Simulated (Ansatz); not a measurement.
# A series of single points on Rb

System: Rb (2 atoms in the cell).
Method: DFT, RPBE, plane waves (420 eV) with PAW, scalar-relativistic, no spin polarisation (Ansatz 0.2.0).

The 5 runs differ only in the geometry, by an even scaling of the cell at fixed fractional positions.

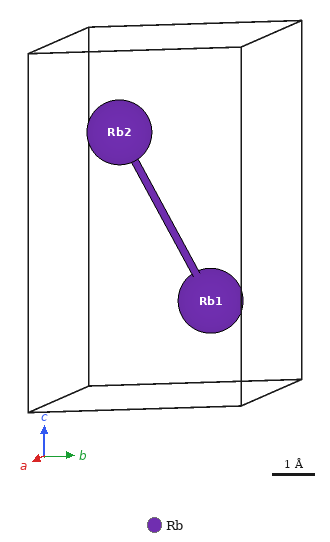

Figure 1. The structure of run 3 (ball-and-stick view of the cell of the calculation, seen slightly off an axis; atoms are numbered from 1 in the order of the input).

**Input of run 3**
```yaml
crystal:
  lattice:
    - [5.2767382945, 0.0, 0.0]
    - [-2.6383691472, 4.5697894121, 0.0]
    - [0.0, 0.0, 8.7006113016]
  atoms:
    - { symbol: Rb, position: [0.3333333333, 0.6666666667, 0.25] }
    - { symbol: Rb, position: [0.6666666667, 0.3333333333, 0.75] }
hamiltonian:
  xc: rpbe
  pseudopotentials:
    kind: paw
    azcp:
      Rb: "pseudopotentials/Rb.paw.azcp"
basis:
  ecutwfc: 420
  fft_grid_basis: typed
kpoints:
  mp_grid: { grid: [8, 8, 4], shift: [0, 0, 0] }
magnetization:
  spin_polarized: false
scf:
  occupations: { method: fermi_dirac, width: 0.1 }
  lower_state_search: "off"
output:
  stress: true
```

Lattice vectors (Å) and fractional positions of run 3:
```
   5.276738    0.000000    0.000000
  -2.638369    4.569789    0.000000
   0.000000    0.000000    8.700611
Rb  0.333333  0.666667  0.250000
Rb  0.666667  0.333333  0.750000
```

Run 2 differs from it as follows:
```diff
-    - [5.2767382945, 0.0, 0.0]
-    - [-2.6383691472, 4.5697894121, 0.0]
-    - [0.0, 0.0, 8.7006113016]
+    - [5.2082014682, 0.0, 0.0]
+    - [-2.6041007341, 4.5104347795, 0.0]
+    - [0.0, 0.0, 8.5876035586]
```

**Results, with one run withheld**

| run | volume per atom (Å³) | free energy per atom, from the lowest run given (meV) | pressure (GPa) |
| --- | --- | --- | --- |
| 1 | 92.797 | 5.24 | 0.24 |
| 2 | 100.867 | ? | ? |
| 3 | 104.901 | 0.00 | −0.07 |
| 4 | 108.936 | 2.78 | −0.14 |
| 5 | 112.971 | 7.19 | −0.20 |

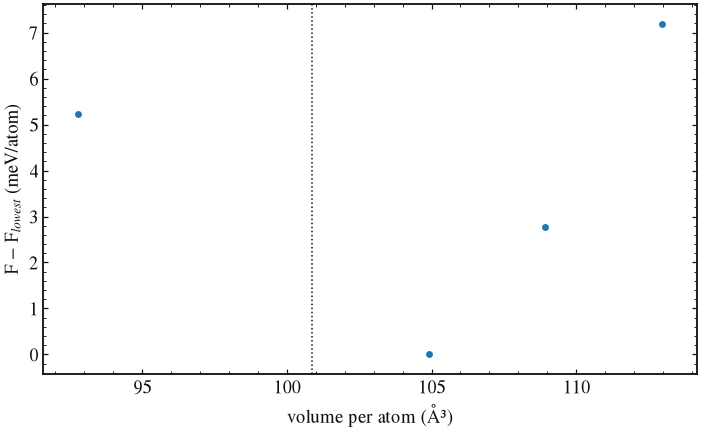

Figure 2. Free energy per atom of the runs given; the dotted line marks run 2.

Fit the runs given and predict run 2.

A quadratic polynomial in V^(−2/3) (the Birch–Murnaghan form), fitted to the 4 runs given, misses them by at most 0.01 meV per atom. With x = V^(−2/3) − 0.04509 Å⁻², it reads F = −0.20336 − 1418.3 x + 7.8169e+05 x² (meV per atom). At run 2 it gives −0.83 meV per atom, and the run itself gives −0.80. The slope of the fit gives a pressure −dF/dV of 0.01 GPa there, and the run prints 0.01 GPa. The fit has its minimum at 101.368 Å³ per atom, where V d²F/dV² gives 2.32 GPa. Cell shape and fractional positions are held, so this is the stiffness under even scaling; the relaxed bulk modulus wasn't computed.

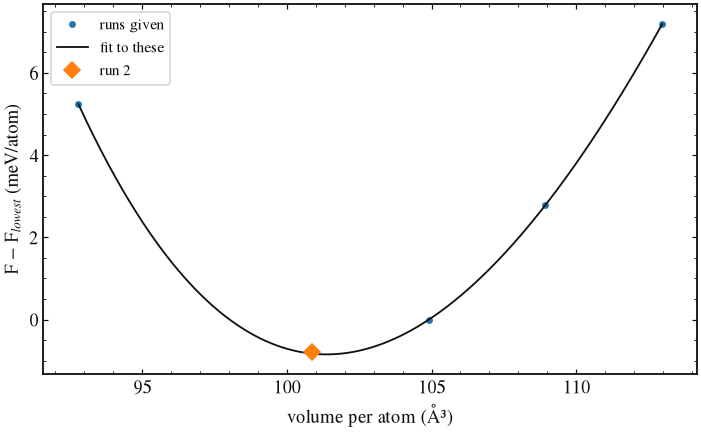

Figure 3. The fit and the withheld run.

**Output, shortened to warnings, some set-up lines, iterations and results (run 2)**
```
Basis set: ecut = 420 eV, 3959 PW (Γ)
Symmetry: 24 space group operations
k-points: 30 of 256
Initial density: superposition of atomic densities (neutral atoms: chi_scale 0, normalization atom), corrected by the library's trained network
[...]
SCF iter   1: F=—  HF=-6548.290417 eV  |F-HF|=—  |Δ(HF+E_count)|=         —  Δρ=9.68e-4  dr2=1.45e-3  ethr=1.77e-3  ⟨swp⟩=7.5  Hψ=2587  notcnv=0
SCF iter   2: F=—  HF=-6548.291850 eV  |F-HF|=—  |Δ(HF+E_count)|=   1.43e-3  Δρ=6.66e-4  dr2=7.81e-4  ethr=8.04e-6  ⟨swp⟩=2.4  Hψ=884  notcnv=0
SCF iter   3: F=—  HF=-6548.292319 eV  |F-HF|=—  |Δ(HF+E_count)|=   4.69e-4  Δρ=2.29e-4  dr2=1.12e-4  ethr=4.34e-6  ⟨swp⟩=1.9  Hψ=428  notcnv=0
SCF iter   4: F=—  HF=-6548.292346 eV  |F-HF|=—  |Δ(HF+E_count)|=   2.71e-5  Δρ=1.04e-4  dr2=5.21e-5  ethr=6.22e-7  ⟨swp⟩=1.0  Hψ=390  notcnv=0
SCF iter   5: F=—  HF=-6548.292411 eV  |F-HF|=—  |Δ(HF+E_count)|=   6.50e-5  Δρ=3.43e-5  dr2=3.97e-6  ethr=2.90e-7  ⟨swp⟩=1.8  Hψ=423  notcnv=0
SCF iter   6: F=—  HF=-6548.292412 eV  |F-HF|=—  |Δ(HF+E_count)|=   6.41e-7  Δρ=8.63e-6  dr2=1.90e-7  ethr=2.21e-8  ⟨swp⟩=2.8  Hψ=645  notcnv=0
SCF iter   7: F=-6548.292412 eV  HF=-6548.292412 eV  |F-HF|=2.03e-8  |Δ(HF+E_count)|=   2.43e-7  Δρ=5.95e-6  dr2=3.56e-8  ethr=5.56e-10  ⟨swp⟩=4.6  Hψ=1390  notcnv=0
SCF 1 converged in 7 iterations: F = -6548.292412 eV  dr2 = 3.56e-8
SCF converged after 7 iterations
Free energy (F): -6548.292412 eV
Harris-Foulkes:  -6548.292412 eV  (|F-HF|=2.03e-8)
Internal energy: -6548.231697 eV  (E = F + TS)
E sigma→0 (E₀):  -6548.262055 eV
Entropy (-TS):   -0.060714 eV (-30.357 meV/atom)
Fermi energy:    1.645398 eV
--- Per-component energies (eV) ---
  E_band       = -244.670700
  E_kinetic    = 381.487418
  E_local      = -1457.809330  (includes V_loc(G=0)·N_el)
  E_nonlocal   = 344.715600
  E_hartree    = 414.935357
  E_xc         = -259.741952
  E_vxc        = -270.603352  (∫ρ·V_xc dr)
  E_paw        = -5248.018691  (= ΣΔE_a)
  E_vpaw       = -72.329442  (= ΣTr[D̂ρ^β])
  E_aug_tail   = -0.000001  (compensation charges beyond the density's cutoff)
  E_ewald      = -723.667910
  E_core_change = -0.132188  (= ΣΔE_core)
  E_smearing   = -0.060714  (= −TS)
  E_closure    = -0.000000  (closes the sum)
  Σ components = -6548.292412   (vs F -6548.292412, Δ=0.00e0)
--- Stress (GPa, compression-positive) ---
        0.028999      -0.000000       0.000000
       -0.000000       0.028999       0.000000
        0.000000       0.000000      -0.020742
  P = ⅓ Tr σ = 0.0124 GPa (0.124 kbar)
```
